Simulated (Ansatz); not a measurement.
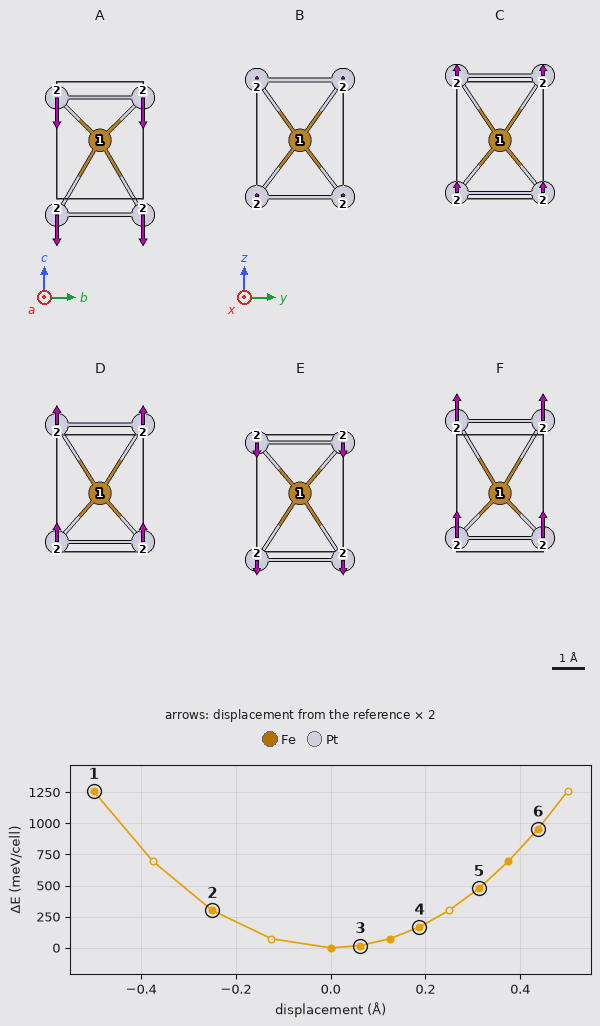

A scan of solid FePt (P4/mmm): the whole Pt sublattice is shifted rigidly, along Cartesian [0 0 1], all else fixed. The frames are shuffled; the numbered points of the plot belong to them. Hollow markers are points alike by symmetry, not computed again. Style: ball-and-stick. Shown: the cell of the calculation, along the a axis. Purple arrows: displacements from the reference.

All numbers below come from DFT PBE, scalar-relativistic, plane waves, PAW in Ansatz 0.2.0. (plane-wave cutoff 420 eV; k-point mesh 18 × 18 × 14; occupations gaussian; smearing width 0.15 eV; collinear spin). Energies (free energies at the smearing named) are counted from the cell as listed in its source, which wasn't relaxed.

Which frame belongs to which numbered point?

Point 1 is frame A (the displacement −0.50 Å, 1257 meV/cell); 2 is frame E (the displacement −0.25 Å, 301 meV/cell); 3 is frame B (the displacement 0.0625 Å, 18 meV/cell); 4 is frame C (the displacement 0.1875 Å, 167 meV/cell); 5 is frame D (the displacement 0.3125 Å, 477 meV/cell); 6 is frame F (the displacement 0.4375 Å, 954 meV/cell). Of the computed points the lowest is at the displacement 0.00 Å, 0 meV/cell. The curvature at zero is about 9.4 eV/Å² per cell. The well is symmetric. At the highest point the shortest interatomic distance is 2.35 Å, against 2.67 Å in the reference. The distortion takes the space group from P4/mmm to P4mm.
